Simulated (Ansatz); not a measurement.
# Geometry relaxation of ZrN (part 2 of 2)

ZrN (Fm-3m, 2 atoms in the cell); DFT LDA, scalar-relativistic, plane waves, PAW, no spin polarisation (Ansatz 0.2.0); cutoff 420 eV, 16×16×16 k-mesh, Gaussian smearing of 0.1 eV. The structure derives from an entry of the Crystallography Open Database.

Geometry of the input (Å; fractional positions):
```
0.0000  2.2842  2.2842
2.2842  0.0000  2.2842
2.2842  2.2842  0.0000
Zr 0.0000  0.0000  0.0000
N  0.5000  0.5000  0.5000
```

Output, continued
```
SCF iter   1: F=—  HF=-4455.344489 eV  |F-HF|=—  |Δ(HF+E_count)|=         —  Δρ=4.21e-6  dr2=7.94e-10  ethr=3.30e-8  ⟨swp⟩=3.5  Hψ=15287  notcnv=0
SCF iter   2: F=—  HF=-4455.344489 eV  |F-HF|=—  |Δ(HF+E_count)|=   1.20e-7  Δρ=1.92e-6  dr2=9.89e-11  ethr=4.67e-12  ⟨swp⟩=2.6  Hψ=3215  notcnv=0
iter 3 did not close the SCF: its close was put off for the readings that it lacked (scf_convergence_deferred on its scf_iter line)
SCF iter   3: F=-4455.344489 eV  HF=-4455.344489 eV  |F-HF|=3.64e-12  |Δ(HF+E_count)|=  6.00e-11  Δρ=3.86e-7  dr2=3.82e-12  ethr=1.00e-12  ⟨swp⟩=1.0  Hψ=1885  notcnv=0
iter 4 did not close the SCF: its close was put off for the readings that it lacked (scf_convergence_deferred on its scf_iter line)
SCF iter   4: F=-4455.344489 eV  HF=-4455.344489 eV  |F-HF|=0.00e0  |Δ(HF+E_count)|=  4.55e-12  Δρ=1.75e-8  dr2=3.63e-14  ethr=1.00e-12  ⟨swp⟩=1.0  Hψ=1885  notcnv=0
iter 5 did not close the SCF: its close was put off for the readings that it lacked (scf_convergence_deferred on its scf_iter line)
SCF iter   5: F=-4455.344489 eV  HF=-4455.344489 eV  |F-HF|=9.09e-13  |Δ(HF+E_count)|=  9.09e-13  Δρ=2.41e-9  dr2=1.08e-15  ethr=1.00e-12  ⟨swp⟩=1.0  Hψ=1885  notcnv=0
iter 6 did not close the SCF: its close was put off for the readings that it lacked (scf_convergence_deferred on its scf_iter line)
SCF iter   6: F=-4455.344489 eV  HF=-4455.344489 eV  |F-HF|=0.00e0  |Δ(HF+E_count)|=  9.09e-13  Δρ=4.09e-10  dr2=1.62e-17  ethr=1.00e-12  ⟨swp⟩=1.0  Hψ=1885  notcnv=0
SCF iter   7: F=-4455.344489 eV  HF=-4455.344489 eV  |F-HF|=0.00e0  |Δ(HF+E_count)|=    0.00e0  Δρ=7.45e-11  dr2=6.90e-19  ethr=1.00e-12  ⟨swp⟩=1.9  Hψ=4912  notcnv=0
SCF 7 converged in 7 iterations: F = -4455.344489 eV  dr2 = 6.90e-19
relax step   7: F+E_penalty+E_count = -4455.34448916 eV  Δ(F+E_penalty+E_count) = +5.085e-5 eV  max|allowed force component| = 5.259e-30 eV/Å  Δτ_max = 0.0000 Å  P = -0.002 GPa  Ω = 23.156 Å³  stress off target by 1.66e-3 GPa  SCF on the basis re-selected at this cell (its energy is not comparable with the rows above)  (7 SCF iters)
```

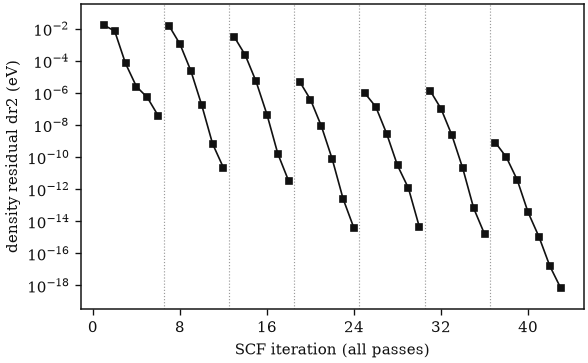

*Convergence of the self-consistent field: density residual dr2 against the SCF iteration. The dotted lines part the SCF passes of the relaxation: geometry steps, rejected trials and re-solves on a re-selected basis.*

The 7 passes take 6 to 7 iterations each, 43 in all.

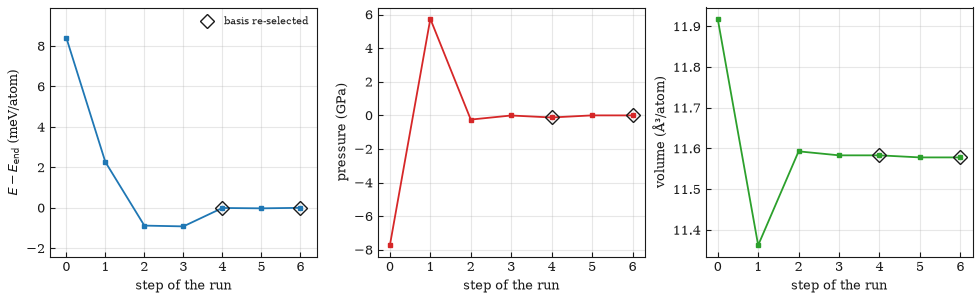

*Progress of the relaxation, step by step (the first geometry is step 0 here and step 1 in the log).*

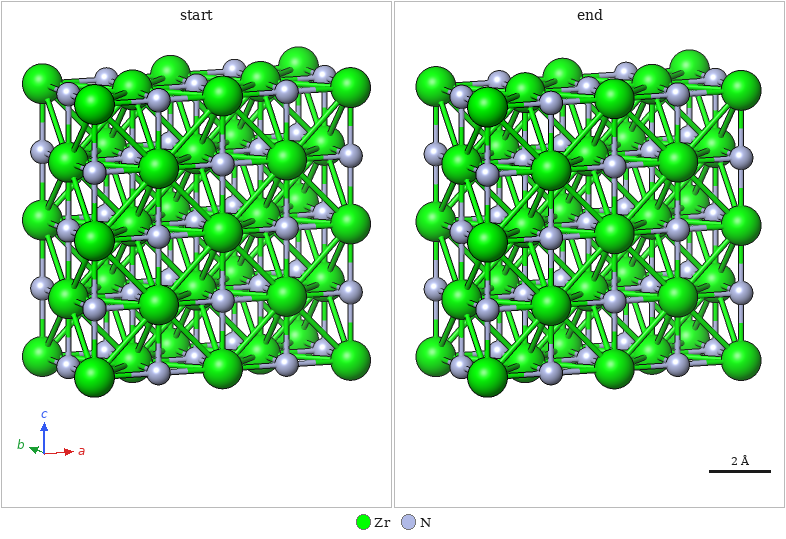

*Before (left) and after (right) the relaxation, at one scale (ball-and-stick view of the cell 4 times as large as that of the calculation, set on its symmetry axes, repeated 2 × 1 × 2, seen slightly off an axis).*

The energy falls by 8.4 meV per atom in 4 geometry steps. All forces vanish by symmetry, so only the cell relaxes. The pressure goes from −7.73 to 0.00 GPa. 1 further SCF at an unchanged geometry re-selected the plane-wave basis for the new cell. The atoms keep their places relative to the cell (all moves are under 0.005 Å). The volume changes by −2.9 %, with a = b = c 4.568 → 4.525 Å (−1.0 %). Among the contacts that change: Zr1–Zr1 3.230 → 3.199 Å, Zr1–N2 2.284 → 2.262 Å. The space group stays Fm-3m (No. 225). The energy change given includes the shifts at the re-selections in mid-walk, which come without any move. A last SCF at the same geometry on a re-selected plane-wave basis shifts the energy by +0.0 meV per atom. (Atoms are counted from 1 in the order of the input.)

```
basis re-selected at this cell: Δ(F+E_penalty+E_count) = +5.085e-5 eV, ΔP = -0.001 GPa vs the last step (what re-selecting the basis moved, of the pressure what is left beyond the Pulay correction that the steps carried, after the strain that the cell walked since its last selection, with what the two solves' SCF thresholds leave and, on support functions, any second-order correction that the steps lacked; it is no measure of the basis error at this ecutwfc). This SCF's stress stands 1.66e-3 GPa from its target on what of the cell is left free (relax.cell.stress_tol is 5.00e-2 GPa) and its largest allowed force component is 5.26e-30 eV/Å (relax.f_tol is 5.00e-3 eV/Å): within both
SCF converged after 7 iterations
Free energy (F): -4455.344489 eV
Harris-Foulkes:  -4455.344489 eV  (|F-HF|=0.00e0)
Internal energy: -4455.340786 eV  (E = F + TS)
E sigma→0 (E₀):  -4455.342638 eV
Entropy (-TS):   -0.003703 eV (-1.851 meV/atom)
Fermi energy:    18.094795 eV
--- Per-component energies (eV) ---
  E_band       = -17.263724
  E_kinetic    = 470.043304
  E_local      = -604.912281  (includes V_loc(G=0)·N_el)
  E_nonlocal   = 128.771682
  E_hartree    = 181.210366
  E_xc         = -223.194450
  E_vxc        = -270.859759  (∫ρ·V_xc dr)
  E_paw        = -2966.633921  (= ΣΔE_a)
  E_vpaw       = -102.727515  (= ΣTr[D̂ρ^β])
  E_aug_tail   = 0.000113  (compensation charges beyond the density's cutoff)
  E_ewald      = -1441.076045
  E_core_change = 0.450445  (= ΣΔE_core)
  E_smearing   = -0.003703  (= −TS)
  E_closure    = -0.000000  (closes the sum)
  Σ components = -4455.344489   (vs F -4455.344489, Δ=0.00e0)
--- Forces (eV/Å), atoms counted from 1 ---
  atom   1  Zr    -0.00000000     0.00000000    -0.00000000
  atom   2  N      0.00000000    -0.00000000    -0.00000000
  max |Σ_I F_I| component: 8.41e-30 eV/Å
--- Stress (GPa, compression-positive) ---
       -0.001658      -0.000000      -0.000000
       -0.000000      -0.001658      -0.000000
       -0.000000      -0.000000      -0.001658
  P = ⅓ Tr σ = -0.0017 GPa (-0.017 kbar)
--- Band table (eV; the first three rows and the last of 145) ---
  k-point 0: bands = ["-31.2093", "-8.8315", "-8.8315", "-8.8315", "1.8807", "15.4207", "15.4207", "15.4207", "17.6614", "17.6614", "17.6614", "19.7583", "19.7583"]
  k-point 1: bands = ["-31.2029", "-8.8902", "-8.8356", "-8.8356", "1.9712", "15.0660", "15.1687", "15.1687", "17.7906", "17.7906", "17.7965", "20.0729", "20.0729"]
  k-point 2: bands = ["-31.1845", "-9.0536", "-8.8473", "-8.8473", "2.2275", "14.2589", "14.6011", "14.6011", "18.0547", "18.1220", "18.1220", "20.8728", "20.8728"]
  k-point 144: bands = ["-30.9811", "-9.5866", "-9.5866", "-9.3243", "3.0900", "12.5215", "13.3479", "13.3479", "19.1720", "19.1720", "22.9479", "23.1495", "24.3663"]
--- Relaxed structure (5 steps of the walk, 5 accepted, 2 SCFs on fresh bases) ---
  F+E_penalty+E_count = -4455.34448916 eV   max|allowed force component| = 5.259e-30 eV/Å   (the final SCF, on the basis selected at the relaxed cell)
  cell:  # Å, volume = 23.1562 Å³
    - [-1.2604078300625255e-33, 2.262277857542028, 2.262277857542028]
    - [2.262277857542028, -1.0569912550547928e-33, 2.262277857542028]
    - [2.262277857542028, 2.262277857542028, -2.5472879405077252e-33]
  atoms:
    - { symbol: Zr, position: [3.6536147523141583e-34, -8.15037137054666e-34, -8.712465947825743e-34] }
    - { symbol: N, position: [0.5, 0.5, 0.5] }
```

Trajectory as extended XYZ (Å, eV, eV/Å), 7 frames, from step=1 to step=7
```
2
Lattice="0.0000 2.2842 2.2842 2.2842 0.0000 2.2842 2.2842 2.2842 0.0000" Properties=species:S:1:pos:R:3:forces:R:3 step=1 energy=-4455.32766 pressure_GPa=-7.73
Zr    0.0000    0.0000    0.0000    0.0000   0.0000   0.0000
N     2.2842    2.2842    2.2842    0.0000   0.0000   0.0000
2
Lattice="0.0000 2.2481 2.2481 2.2481 0.0000 2.2481 2.2481 2.2481 0.0000" Properties=species:S:1:pos:R:3:forces:R:3 step=2 energy=-4455.33995 pressure_GPa=5.74
Zr    0.0000    0.0000    0.0000    0.0000   0.0000   0.0000
N     2.2481    2.2481    2.2481    0.0000   0.0000   0.0000
2
Lattice="0.0000 2.2632 2.2632 2.2632 0.0000 2.2632 2.2632 2.2632 0.0000" Properties=species:S:1:pos:R:3:forces:R:3 step=3 energy=-4455.34625 pressure_GPa=-0.25
Zr    0.0000    0.0000    0.0000    0.0000   0.0000   0.0000
N     2.2632    2.2632    2.2632    0.0000   0.0000   0.0000
2
Lattice="0.0000 2.2626 2.2626 2.2626 0.0000 2.2626 2.2626 2.2626 0.0000" Properties=species:S:1:pos:R:3:forces:R:3 step=4 energy=-4455.34633 pressure_GPa=-0.01
Zr    0.0000    0.0000    0.0000    0.0000   0.0000   0.0000
N     2.2626    2.2626    2.2626    0.0000   0.0000   0.0000
2
Lattice="0.0000 2.2626 2.2626 2.2626 0.0000 2.2626 2.2626 2.2626 0.0000" Properties=species:S:1:pos:R:3:forces:R:3 step=5 energy=-4455.34450 pressure_GPa=-0.13
Zr    0.0000    0.0000    0.0000    0.0000   0.0000   0.0000
N     2.2626    2.2626    2.2626    0.0000   0.0000   0.0000
2
Lattice="0.0000 2.2623 2.2623 2.2623 0.0000 2.2623 2.2623 2.2623 0.0000" Properties=species:S:1:pos:R:3:forces:R:3 step=6 energy=-4455.34454 pressure_GPa=-0.00
Zr    0.0000    0.0000    0.0000    0.0000   0.0000   0.0000
N     2.2623    2.2623    2.2623    0.0000   0.0000   0.0000
2
Lattice="0.0000 2.2623 2.2623 2.2623 0.0000 2.2623 2.2623 2.2623 0.0000" Properties=species:S:1:pos:R:3:forces:R:3 step=7 energy=-4455.34449 pressure_GPa=-0.00
Zr    0.0000    0.0000    0.0000    0.0000   0.0000   0.0000
N     2.2623    2.2623    2.2623    0.0000   0.0000   0.0000
```

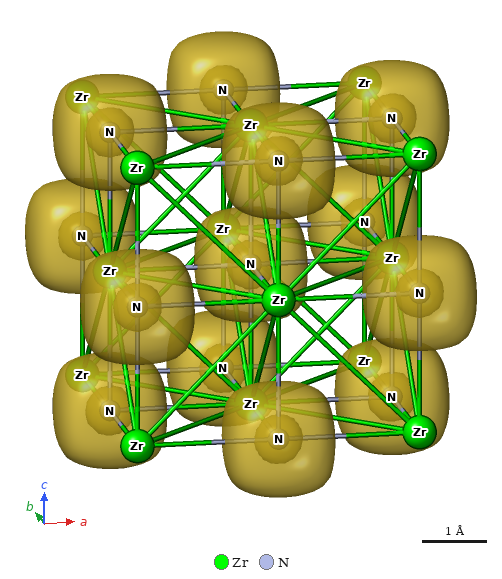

*Isosurface of the electron localisation function at 0.6 (yellow), seen slightly off an axis. Core shells and regions of very low density are left out. Sticks mark near contacts. The outline is the cell set on symmetry axes.*

Along the contacts the grid gives the following. Zr–N (2.26 Å): the ELF peaks at about 0.80 in the valence shell of N, 0.7 Å from its nucleus, and drops to about 0.15 between the two atoms (no shared pair; the contact is polar). Zr–Zr (3.20 Å): the ELF is about 0.15 at the midpoint; no localised pair between them. In a PAW calculation such maps are meaningful between the atoms, not at the nuclei.

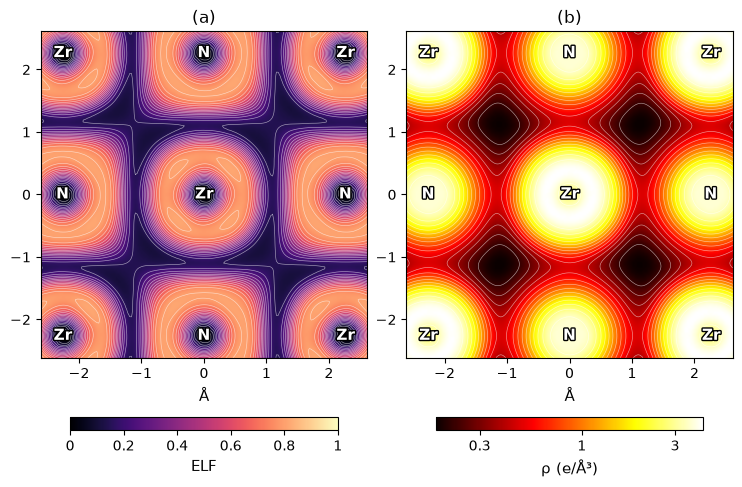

*(a) electron localisation function; (b) valence electron density on the (001) plane of the conventional cell.*

Atoms in the plane: Zr and N. Zr–N (2.26 Å): ρ is about 0.49 e/Å³ halfway; the ELF peaks at about 0.80 in the valence shell of N, 0.7 Å from its nucleus, and drops to about 0.15 between the two atoms; no shared pair; the contact is polar. Zr–Zr (3.20 Å): ρ at the midpoint is about 0.18 e/Å³; the ELF is about 0.15 at the midpoint; no localised pair between them. Away from the nuclei the density in this plane falls to 0.18 e/Å³ at its lowest. The strong features right at Zr lie inside the PAW spheres (semicore, d or f shells) and say nothing about bonding.

Results in brief

| quantity | value |
| --- | --- |
| outcome | converged |
| space group (tolerance 0.01 Å) | Fm-3m (225) |
| electrons treated | 17 |
| free energy | −4455.3445 eV |
| Fermi energy | 18.095 eV |
| gap on the k-point mesh | none (metallic) |
| pressure | 0.00 GPa |
| final volume | 23.16 Å³ |
| largest force (length of the vector) at the end | under 0.001 eV/Å |
| final cell | a = 3.199 Å, b = 3.199 Å, c = 3.199 Å, α = 60.00°, β = 60.00°, γ = 60.00° |
| hardware | 1 thread of Intel Xeon @ 2.50GHz (Skylake/Cascade Lake), 12 GiB of memory available, shared host |
| wall time | 48 s |
| peak memory | 0.41 GiB |

Remarks

The cell holds an odd number of electrons but the run has no spin polarisation, so it comes out as a metal.
